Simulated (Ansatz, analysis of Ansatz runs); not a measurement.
# SrCl2(111): segregation of V_Cl, part 2 of 3

How does the energy of V_Cl change with depth under the (111) face of SrCl2? Model: a cell of 36 host atoms with 1 Cl taken out, a symmetric slab with vacuum.

Ansatz 0.2.0; plane-wave PAW DFT, PBE and LDA; a slab with vacuum, neutral defects.

So far. Step 2 (The clean slab): On a dense mesh the slab's energy differs by under 1 meV an atom, so the sampling is kept; the layers are compared at one sampling, where most of this error should cancel, which was not tested. Step 3 (Does the supercell reconstruct?): Atoms end at most 0.00 Å from the small cell's positions, so the small cell's structure is at least a local minimum.

## Step 4: The defect, layer by layer

Level of this step: plane-wave PAW DFT, PBE, periodic cell with vacuum; relaxation of a neutral defect in a slab (Ansatz).

Each layer's defect is relaxed from random displacements. Layer 1 is shown in full.

layer1_M1.relax/input.yaml reads:

```yaml
crystal:
  lattice:
    - [9.89878, 0.0, 0.0]
    - [4.94939, 8.572596, 0.0]
    - [0.0, 0.0, 23.0]
  atoms:
    - { symbol: Sr, position: [0.00013063, -0.00060057, 0.67622045] }
    - { symbol: Sr, position: [0.33327377, 0.33278193, 0.3227316] }
    - { symbol: Sr, position: [0.16663045, 0.16611567, 0.49948253] }
    - { symbol: Cl, position: [0.16647533, 0.16605095, 0.36690784] }
    - { symbol: Cl, position: [-6.943e-05, -0.00053736, 0.54431842] }
    - { symbol: Cl, position: [0.3331865, 0.33272439, 0.45458539] }
    - { symbol: Cl, position: [0.16665392, 0.16620048, 0.63201084] }
    - { symbol: Cl, position: [5.873e-05, -0.00077125, 0.27359018] }
    - { symbol: Sr, position: [-0.00029666, 0.49950366, 0.67620574] }
    - { symbol: Sr, position: [0.33331715, 0.83276648, 0.32274206] }
    - { symbol: Sr, position: [0.16645086, 0.66613247, 0.49949144] }
    - { symbol: Cl, position: [0.16663977, 0.66614458, 0.36695334] }
    - { symbol: Cl, position: [-0.00036551, 0.49954905, 0.54428859] }
    - { symbol: Cl, position: [0.33302034, 0.83277603, 0.7253156] }
    - { symbol: Cl, position: [0.33334772, 0.83271711, 0.45465358] }
    - { symbol: Cl, position: [0.16643385, 0.66602046, 0.6320329] }
    - { symbol: Cl, position: [8.64e-05, 0.49935043, 0.27359949] }
    - { symbol: Sr, position: [0.49998818, -0.00052055, 0.67622869] }
    - { symbol: Sr, position: [0.83327616, 0.3325579, 0.32268737] }
    - { symbol: Sr, position: [0.66654979, 0.16613473, 0.49943752] }
    - { symbol: Cl, position: [0.66662238, 0.16600686, 0.36687103] }
    - { symbol: Cl, position: [0.50003807, -0.00051579, 0.5443529] }
    - { symbol: Cl, position: [0.83343887, 0.33275529, 0.7252554] }
    - { symbol: Cl, position: [0.83314774, 0.33279833, 0.45457963] }
    - { symbol: Cl, position: [0.6668134, 0.1660101, 0.63204032] }
    - { symbol: Cl, position: [0.49991609, -0.00059716, 0.27374231] }
    - { symbol: Sr, position: [0.49983514, 0.49932053, 0.67621495] }
    - { symbol: Sr, position: [0.83343317, 0.8325624, 0.32271054] }
    - { symbol: Sr, position: [0.66642759, 0.66619578, 0.49941822] }
    - { symbol: Cl, position: [0.6667337, 0.66593054, 0.36685589] }
    - { symbol: Cl, position: [0.49981022, 0.49930821, 0.54431514] }
    - { symbol: Cl, position: [0.83309886, 0.83269772, 0.7252434] }
    - { symbol: Cl, position: [0.83318967, 0.83280379, 0.45457885] }
    - { symbol: Cl, position: [0.6663281, 0.66609271, 0.63201113] }
    - { symbol: Cl, position: [0.49993919, 0.4993979, 0.27366427] }
basis:
  ecutwfc: 420
  xc_grid: 2
hamiltonian:
  xc: pbe
kpoints:
  mp_grid: { grid: [2, 2, 1] }
magnetization:
  spin_polarized: true
  initial_magnetization: 1
  spin_locking: { lock_magnetization: hard }
scf:
  occupations: { method: fermi_dirac, width: 0.01 }
  max_iter: 80
output:
  forces: true
relax:
  f_tol: 0.03
  max_steps: 90
  random_displacement: { amplitude: 0.05, seed: 7211 }
```

Run with:

```bash
$ ansatz run input.yaml --threads 4 --pin off --max-ram 15073MiB --backend cpu --events-out ev --progress --plain --runs-dir out
```

Numbers of over 12 decimals in the logs are rounded to 6 here.

What it wrote:

```text
[...]
Crystal: 35 atoms, lattice volume = 1951.740 Å³
Basis set: ecut = 420 eV, 38177 PW (Γ), exchange–correlation on 144×144×320 points (8 copies of the dense FFT grid, shifted against one another)
Bands: 176, of which v1, the nominal top of the filled ones, is band 141 counted from 1 (140 counted from 0)
Symmetry: 1 space group operations
k-points: 4
[...]
Starting moments: Σ|m| = 1 μB on 35 of 35 sites
[...]
SCF iter   1: F=—  HF=-67447.210104 eV  |F-HF|=—  |Δ(HF+E_count)|=         —  Δρ=1.05e-2 (↑9.69e-3 ↓1.05e-2)  dr2=1.74e1  dr2_m=2.29e-2  M=1.000 μB ∫|m|=1.006 μB  β_m=0.30  ethr=3.10e-3  ⟨swp⟩=15.9  Hψ=9579  notcnv=0  defer=75
[...]
spin=Collinear: Resta preconditioning applied to the charge; magnetization (m = ρ↑ − ρ↓) channel mixes plain (no charge-response kernel on spin).
SCF iter   2: F=—  HF=-67443.671316 eV  |F-HF|=—  |Δ(HF+E_count)|=    3.54e0  Δρ=6.32e-3 (↑5.80e-3 ↓6.32e-3)  dr2=6.24e0  dr2_m=1.53e-2  M=1.000 μB ∫|m|=1.012 μB  β_m=0.51  ethr=3.10e-3  ⟨swp⟩=3.0  Hψ=2175  notcnv=0  defer=236
[...]
SCF iter   8: F=-67442.983415 eV  HF=-67442.983416 eV  |F-HF|=9.67e-7  |Δ(HF+E_count)|=   2.42e-5  Δρ=3.97e-6 (↑3.97e-6 ↓3.73e-6)  dr2=1.90e-6  dr2_m=4.84e-9  M=1.000 μB ∫|m|=1.008 μB  ethr=3.39e-9  ⟨swp⟩=4.5  Hψ=4486  notcnv=0
SCF 1 converged in 8 iterations: F = -67442.983415 eV  dr2 = 1.90e-6
[...]
relax step   1: F+E_penalty+E_count = -67442.98341503 eV  Δ(F+E_penalty+E_count) = +0.000e0 eV  max|allowed force component| = 2.486e-1 eV/Å  Δτ_max = 0.0000 Å  (8 SCF iters, dr2 threshold 2.25e-5 eV, accepted)
[...]
relax step   2: F+E_penalty+E_count = -67443.10238750 eV  Δ(F+E_penalty+E_count) = -1.190e-1 eV  max|allowed force component| = 1.062e-1 eV/Å  Δτ_max = 0.0873 Å  (7 SCF iters, dr2 threshold 3.86e-6 eV, accepted)
[...]
relax step   4: F+E_penalty+E_count = -67443.12545648 eV  Δ(F+E_penalty+E_count) = -8.018e-4 eV  max|allowed force component| = 2.951e-3 eV/Å  Δτ_max = 0.0118 Å  (6 SCF iters, accepted)
SCF converged after 6 iterations
Stability checked in part: among states of this total moment the steps that led to this state did not find it unstable. No probe was made; neither looks for a lower state of another moment (fixed_total_moment; see scf.lower_state_search)
Magnetization: 1.0000 μB (141.0000 up, 140.0000 down)
Absolute magnetization: 1.0071 μB (∫|ρ↑−ρ↓|, with the PAW one-centre terms)
[...]
Per-site moments (μB) at R_I (Å): [(0.00215298, 1.239585), (3.279564302685223e-5, 1.249596), (0.00102661, 1.250587), [... 32 left out ...]
Free energy (F): -67443.125456 eV
[...]
Internal energy: -67443.125456 eV  (E = F + TS)
E sigma→0 (E₀):  -67443.125456 eV
Fermi energy:    2.627359 (↑ 2.890670, ↓ 0.410344) eV
[...]
--- Forces (eV/Å), atoms counted from 1 ---
  atom   1  Sr    -0.00004897     0.00002170    -0.00003160
  atom   2  Sr     0.00011537     0.00011926     0.00063537
  atom   3  Sr     0.00097727     0.00024987     0.00259101
  atom   4  Cl    -0.00057537    -0.00020378    -0.00057324
  atom   5  Cl    -0.00019001    -0.00008081     0.00170020
  atom   6  Cl     0.00005037    -0.00007759     0.00004784
  atom   7  Cl     0.00041561    -0.00043694    -0.00255416
  atom   8  Cl    -0.00025031     0.00001163    -0.00021380
  atom   9  Sr     0.00037732    -0.00026618    -0.00246041
  atom  10  Sr    -0.00098870     0.00073370     0.00011075
  atom  11  Sr     0.00001977    -0.00086351     0.00155466
  atom  12  Cl     0.00007158     0.00017552    -0.00036473
  atom  13  Cl     0.00027085    -0.00037940     0.00010951
  atom  14  Cl     0.00019420    -0.00040204     0.00091937
[...]
atom  31  Cl    -0.00007908    -0.00063459     0.00052008
  atom  32  Cl    -0.00015004    -0.00038214     0.00112824
  atom  33  Cl    -0.00056679    -0.00071055    -0.00045110
  atom  34  Cl    -0.00008463    -0.00044295     0.00151943
  atom  35  Cl    -0.00047638     0.00025680    -0.00073903
  max |Σ_I F_I| component: 3.38e-5 eV/Å
--- Relaxed structure (4 steps of the walk, 4 accepted, 0 SCFs on fresh bases) ---
  F+E_penalty+E_count = -67443.12545648 eV   max|allowed force component| = 2.951e-3 eV/Å
  atoms:
    - { symbol: Sr, position: [-0.000759, -0.000235, 0.677035] }
    - { symbol: Sr, position: [0.332580, 0.333106, 0.322455] }
    - { symbol: Sr, position: [0.166216, 0.166777, 0.499728] }
    - { symbol: Cl, position: [0.166168, 0.166705, 0.366725] }
    - { symbol: Cl, position: [-0.000750, -0.000219, 0.546381] }
    - { symbol: Cl, position: [0.332567, 0.333116, 0.454714] }
    - { symbol: Cl, position: [0.169674, 0.170180, 0.633457] }
    - { symbol: Cl, position: [-0.000736, -0.000216, 0.273444] }
    - { symbol: Sr, position: [-0.006901, 0.502810, 0.675527] }
    - { symbol: Sr, position: [0.332065, 0.833367, 0.322371] }
    - { symbol: Sr, position: [0.166222, 0.665802, 0.499737] }
    - { symbol: Cl, position: [0.166156, 0.665948, 0.366719] }
    - { symbol: Cl, position: [-0.002333, 0.500555, 0.543289] }
    - { symbol: Cl, position: [0.332767, 0.832979, 0.724329] }
    - { symbol: Cl, position: [0.330314, 0.834248, 0.454370] }
    - { symbol: Cl, position: [0.169681, 0.658870, 0.633422] }
    - { symbol: Cl, position: [-0.001089, 0.499948, 0.273513] }
    - { symbol: Sr, position: [0.502417, -0.006552, 0.675513] }
    - { symbol: Sr, position: [0.832839, 0.332601, 0.322364] }
    - { symbol: Sr, position: [0.665245, 0.166774, 0.499737] }
    - { symbol: Cl, position: [0.665405, 0.166697, 0.366726] }
    - { symbol: Cl, position: [0.500024, -0.001819, 0.543288] }
    - { symbol: Cl, position: [0.832473, 0.333268, 0.724332] }
[...]
- { symbol: Sr, position: [0.502306, 0.502849, 0.675535] }
    - { symbol: Sr, position: [0.832840, 0.833378, 0.322370] }
    - { symbol: Sr, position: [0.665906, 0.666432, 0.497725] }
[...]
- { symbol: Cl, position: [0.500004, 0.500581, 0.543284] }
    - { symbol: Cl, position: [0.832502, 0.832977, 0.724320] }
    - { symbol: Cl, position: [0.833692, 0.834258, 0.454381] }
    - { symbol: Cl, position: [0.665931, 0.666387, 0.630266] }
    - { symbol: Cl, position: [0.499456, 0.499931, 0.273518] }
```

Wall time 3.3 min (4 threads of Arm Neoverse V1, shared host); peak memory 6.5 GiB.

Step by step:

```tsv
step	energy less that of the first step (eV)	largest force component (eV/Å)
1	0.0000	0.2486
2	-0.1190	0.1062
3	-0.1412	0.0328
4	-0.1420	0.0030
```

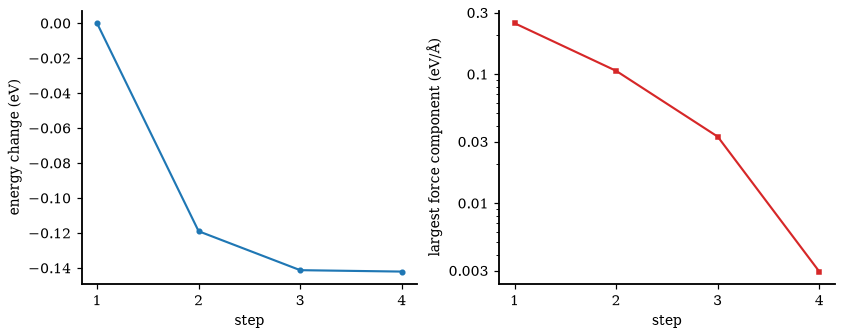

Energy and largest force along the relaxation.

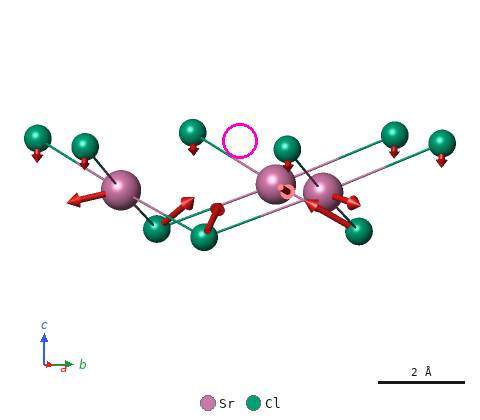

Displacements in the relaxation from the typed sites near the centre, exaggerated, the mean shift taken out; the longest in the cell stands for 0.08 Å. A ring marks the centre wherever it is empty.

The atoms that moved most (Å, from the sites as typed, ahead of the random displacement, the mean shift of all atoms taken out):

```tsv
atom	dx	dy	dz	length
Cl25	-0.058	0.033	0.037	0.076
Cl16	0.002	-0.064	0.036	0.074
Cl7	0.054	0.031	0.038	0.073
Sr18	-0.001	-0.055	-0.012	0.056
Sr27	0.047	0.027	-0.011	0.055
Sr9	-0.044	0.025	-0.011	0.052
Cl5	0.000	0.000	0.052	0.052
Cl34	0.002	-0.001	-0.036	0.036
```

The relaxed structure:

```xyz
35
Lattice="9.8988 0.0000 0.0000 4.9494 8.5726 0.0000 0.0000 0.0000 23.0000" Properties=species:S:1:pos:R:3
Sr   -0.0087   -0.0020   15.5718
Sr    4.9408    2.8556    7.4165
Sr    2.4708    1.4297   11.4938
Cl    2.4699    1.4291    8.4347
Cl   -0.0085   -0.0019   12.5668
Cl    4.9407    2.8557   10.4584
Cl    2.5219    1.4589   14.5695
Cl   -0.0084   -0.0018    6.2892
Sr    2.4203    4.3104   15.5371
Sr    7.4117    7.1441    7.4145
Sr    4.9407    5.7077   11.4940
Cl    4.9408    5.7089    8.4345
Cl    2.4543    4.2911   12.4956
Cl    7.4167    7.1408   16.6596
Cl    7.3987    7.1517   10.4505
Cl    4.9406    5.6482   14.5687
Cl    2.4637    4.2858    6.2908
Sr    4.9409   -0.0562   15.5368
Sr    9.8903    2.8513    7.4144
Sr    7.4105    1.4297   11.4940
Cl    7.4118    1.4290    8.4347
Cl    4.9406   -0.0156   12.4956
Cl    9.8899    2.8570   16.6596
Cl    9.8901    2.8362   10.4508
Cl    7.3594    1.4589   14.5691
Cl    4.9408   -0.0048    6.2908
Sr    7.4610    4.3107   15.5373
Sr   12.3688    7.1442    7.4145
Sr    9.8901    5.7131   11.4477
Cl    9.8904    5.7131    8.4319
Cl    7.4270    4.2913   12.4955
Cl   12.3635    7.1408   16.6594
Cl   12.3816    7.1518   10.4508
Cl    9.8901    5.7127   14.4961
Cl    7.4184    4.2857    6.2909
```

Neighbours of the ideal centre at the end:

```tsv
atom	distance (Å)
Sr27	3.124
Sr18	3.125
Sr9	3.135
Cl25	3.496
Cl7	3.505
Cl16	3.506
Cl23	4.942
Cl32	4.943
Cl14	4.949
```

All relaxations:

```tsv
layer	depth (Å)	moment (μB)	outcome	structures computed	largest displacement from the input (Å)	time
1	0.00	1	converged	4	0.08	3.3 min
2	2.15	1	converged	4	0.09	2.9 min
3	4.16	1	converged	4	0.09	3 min
```

The relaxation ends 4.1 meV an atom lower than the displaced start, with a largest force component of 0.0030 eV/Å.

## Step 5: Energies and states

Single points on the relaxed structures give the energies, all at one sampling, and show where the defect's states lie.

layer3_M1.point.pbe/input.yaml reads:

```yaml
crystal:
  lattice:
    - [9.89878, 0.0, 0.0]
    - [4.94939, 8.572596, 0.0]
    - [0.0, 0.0, 23.0]
  atoms:
    - { symbol: Sr, position: [0.00046101, 0.00052618, 0.67482789] }
    - { symbol: Sr, position: [0.33327745, 0.33336724, 0.3232217] }
[... 9 atom lines left out ...]
    - { symbol: Sr, position: [0.1679371, 0.66555608, 0.4995053] }
[... 4 atom lines left out ...]
    - { symbol: Cl, position: [0.17364422, 0.66268443, 0.62981012] }
[... 3 atom lines left out ...]
    - { symbol: Sr, position: [0.66537893, 0.16827719, 0.49955291] }
[... 4 atom lines left out ...]
    - { symbol: Cl, position: [0.66262334, 0.17355439, 0.62987756] }
[... 1 atom line left out ...]
    - { symbol: Sr, position: [0.49966935, 0.49968783, 0.67500224] }
[... 1 atom line left out ...]
    - { symbol: Sr, position: [0.66522507, 0.66524875, 0.49953265] }
[... 4 atom lines left out ...]
    - { symbol: Cl, position: [0.49963293, 0.49969284, 0.27382476] }
basis:
  ecutwfc: 420
  xc_grid: 2
hamiltonian:
  xc: pbe
kpoints:
  mp_grid: { grid: [2, 2, 1] }
magnetization:
  spin_polarized: true
  initial_magnetization: 1
  spin_locking: { lock_magnetization: hard }
scf:
  occupations: { method: fermi_dirac, width: 0.01 }
  max_iter: 100
output:
  forces: true
  eigenvalues: true
  eigenstates: { localisation: true }
  populations: true
  efg: {}
checkpoint:
  write: "../layer3_M1.point.pbe.run"
  compress: false
  write_wavefunctions: false
  write_every: 100000
```

What it wrote:

```text
[...]
Sr: output.efg is read without spin–orbit coupling, which moves field gradients at and beside such atoms by some per cent and up to a factor of two; PAW files take it under magnetization.noncollinear and magnetization.spin_orbit
[...]
Crystal: 35 atoms, lattice volume = 1951.740 Å³
Basis set: ecut = 420 eV, 38177 PW (Γ), exchange–correlation on 144×144×320 points (8 copies of the dense FFT grid, shifted against one another)
Bands: 176, of which v1, the nominal top of the filled ones, is band 141 counted from 1 (140 counted from 0)
Symmetry: 1 space group operations
[...]
k-points: 4
[...]
Starting moments: Σ|m| = 1 μB on 35 of 35 sites
[...]
SCF iter   1: F=—  HF=-67447.454558 eV  |F-HF|=—  |Δ(HF+E_count)|=         —  Δρ=1.05e-2 (↑9.72e-3 ↓1.05e-2)  dr2=1.73e1  dr2_m=2.62e-2  M=1.000 μB ∫|m|=1.005 μB  β_m=0.30  ethr=3.10e-3  ⟨swp⟩=15.4  Hψ=9346  notcnv=0  defer=76
[...]
SCF iter  10: F=-67443.217407 eV  HF=-67443.217407 eV  |F-HF|=7.42e-10  |Δ(HF+E_count)|=   2.37e-8  Δρ=2.04e-7 (↑2.04e-7 ↓1.97e-7)  dr2=5.56e-9  dr2_m=1.66e-11  M=1.000 μB ∫|m|=1.014 μB  ethr=1.83e-11  ⟨swp⟩=4.9  Hψ=4055  notcnv=0
SCF 1 converged in 10 iterations: F = -67443.217407 eV  dr2 = 5.56e-9
[...]
SCF converged after 10 iterations
[...]
Magnetization: 1.0000 μB (141.0000 up, 140.0000 down)
Absolute magnetization: 1.0132 μB (∫|ρ↑−ρ↓|, with the PAW one-centre terms)
[...]
Per-site moments (μB) at R_I (Å): [(0.00136281, 1.243098), (0.000945868, 1.247730), (0.0017788, 1.241992), [... 32 left out ...]
Free energy (F): -67443.217407 eV
[...]
Internal energy: -67443.217407 eV  (E = F + TS)
E sigma→0 (E₀):  -67443.217407 eV
Fermi energy:    2.475759 (↑ 2.827106, ↓ 0.377559) eV
[...]
--- Forces (eV/Å), atoms counted from 1 ---
  atom   1  Sr     0.00088965    -0.00117233     0.00077619
  atom   2  Sr    -0.00006183     0.00029810    -0.00164469
  [... 4 atoms left out ...]
  atom   7  Cl    -0.00071598    -0.00097230     0.00030707
  [... 4 atoms left out ...]
  atom  12  Sr     0.00207829    -0.00097164    -0.00205006
  [... 3 atoms left out ...]
  atom  16  Cl     0.00006474    -0.00020893     0.00156344
  atom  17  Cl     0.00164157    -0.00051414    -0.00084951
  [... 3 atoms left out ...]
  atom  21  Sr    -0.00122023     0.00079628    -0.00296677
  [... 3 atoms left out ...]
  atom  25  Cl    -0.00160562     0.00054787     0.00339524
  atom  26  Cl     0.00089911     0.00242105    -0.00224543
  [... 1 atom left out ...]
  atom  28  Sr     0.00013268     0.00089482     0.00591973
  [... 1 atom left out ...]
  atom  30  Sr     0.00098605     0.00187959    -0.00185436
  [... 3 atoms left out ...]
  atom  34  Cl    -0.00207734    -0.00169945    -0.00079221
  [... 1 atom left out ...]
  max |Σ_I F_I| component: 2.00e-5 eV/Å
--- PAW observables at the nuclei: V_zz in 10²¹ V/m², potentials from the cell's mean, atoms counted from 1 ---
  [... 12 lines on atoms farther from the defect left out ...]
  atom   7  Cl V_zz =    +0.948316   η = 0.1955   by run symmetry: allowed
            electrostatic potential = -1769.349737 V   contact ρ = 24093.886179 e/Å³   contact ρ_s (e/Å³): all electrons +0.356895, valence +0.356385
  [... 8 lines on atoms farther from the defect left out ...]
  atom  12  Sr V_zz =    +1.904413   η = 0.0429   by run symmetry: allowed
[...]
atom  16  Cl V_zz =    +0.950418   η = 0.2035   by run symmetry: allowed
[...]
atom  17  Cl V_zz =    +0.857676   η = 0.0382   by run symmetry: allowed
[...]
atom  21  Sr V_zz =    +1.899662   η = 0.0430   by run symmetry: allowed
[...]
atom  25  Cl V_zz =    +0.949365   η = 0.2156   by run symmetry: allowed
[...]
atom  26  Cl V_zz =    +0.859862   η = 0.0488   by run symmetry: allowed
[...]
atom  28  Sr V_zz =    +5.834189   η = 0.0014   by run symmetry: allowed
[...]
atom  30  Sr V_zz =    +1.913693   η = 0.0429   by run symmetry: allowed
[...]
atom  34  Cl V_zz =    +0.867274   η = 0.0523   by run symmetry: allowed
[...]
--- Band table (eV; the first three rows and the last of 8) ---
[...]
[... further k-points left out ...]
--- Löwdin populations: 35 sites ---
  site symbol       q [e]    m [muB]
     0     Sr      8.3241     0.0024
     1     Sr      8.3238     0.0017
  [... 4 atoms left out ...]
     6     Cl      7.7294     0.0086
  [... 4 atoms left out ...]
    11     Sr      8.4296     0.1058
  [... 3 atoms left out ...]
    15     Cl      7.7294     0.0086
    16     Cl      7.7336     0.0095
  [... 3 atoms left out ...]
    20     Sr      8.4302     0.1067
  [... 3 atoms left out ...]
    24     Cl      7.7294     0.0086
    25     Cl      7.7336     0.0095
  [... 1 atom left out ...]
    27     Sr      8.4206     0.1256
  [... 1 atom left out ...]
    29     Sr      8.4306     0.1071
  [... 3 atoms left out ...]
    33     Cl      7.7336     0.0096
  [... 1 atom left out ...]
  spilling = 0.009367 (of n_electrons = 281.000000)
```

Run time: 1.9 min. Hardware: 4 threads; peak memory 6.7 GiB; 7.3 min of CPU time.

The column dr2 measures how far the density is from self-consistency, as an energy; F and HF (Harris–Foulkes) agree once it is small.

States next to the filling edge at the first k-point, on the run's own zero (eigenstates.tsv). The participation number counts the atoms that a state is spread over, of 35; bands count from 0.

```tsv
spin	band	energy (eV)	occupation	participation	largest share on	share
down	134	-2.121	1.00	9.1	Cl32	0.18
down	135	-2.052	1.00	7.5	Cl9	0.22
down	136	-2.052	1.00	7.5	Cl18	0.28
down	137	-2.001	1.00	7.6	Cl35	0.32
down	138	-1.994	1.00	11.5	Cl24	0.20
down	139	-1.994	1.00	11.3	Cl15	0.22
down	140	2.739	0.00	17.6	Sr28	0.12
down	141	3.492	0.00	19.5	Cl9	0.09
down	142	3.695	0.00	23.4	Sr30	0.08
down	143	3.743	0.00	25.7	Sr3	0.09
down	144	3.744	0.00	25.8	Sr3	0.09
up	135	-2.054	1.00	7.5	Cl9	0.22
up	136	-2.053	1.00	7.5	Cl18	0.28
up	137	-2.003	1.00	7.4	Cl35	0.32
up	138	-1.997	1.00	11.5	Cl24	0.20
up	139	-1.996	1.00	11.3	Cl15	0.22
up	140	2.077	1.00	10.4	Sr28	0.15
up	141	3.441	0.00	15.7	Cl9	0.10
up	142	3.526	0.00	16.0	Cl32	0.10
up	143	3.719	0.00	24.6	Sr30	0.08
up	144	3.720	0.00	24.9	Sr12	0.09
up	145	3.726	0.00	28.3	Sr12	0.07
```

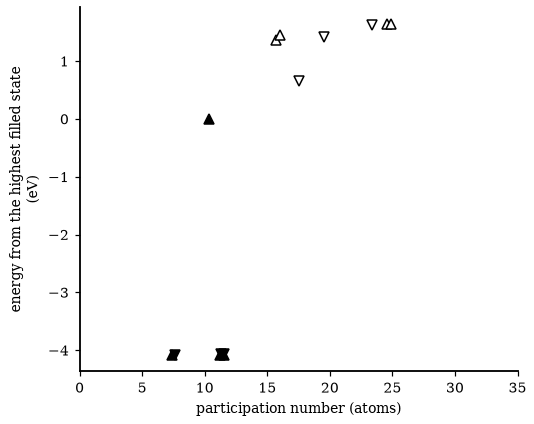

States next to the filling edge at the first k-point: energy against spread. Filled marks are occupied, open marks empty; triangles up and down are the spins.

Under PBE, periodic cell with vacuum at the first k-point of a 2×2×1 Γ-centred mesh, the highest filled state is spin up, spread over 10 of 35 atoms, and the lowest empty one, 0.66 eV above it, is spin down, spread over 18 of 35 atoms.

[end of part 2 of 3]

[Logs are printed without paths, hosts, clocks, repeated set-up lines and the standing remarks that a program may print on its own settings, such as how far it seeks lower states.]

[Hosts, paths, dates, database ids (printed as entryN), source tags and the programs' standing remarks are cut or masked in the printed files.]

[Maps of the electrostatic potential energy from Ansatz leave out the sawtooth potential of an applied field or a dipole correction, so their vacuum need not be flat.]
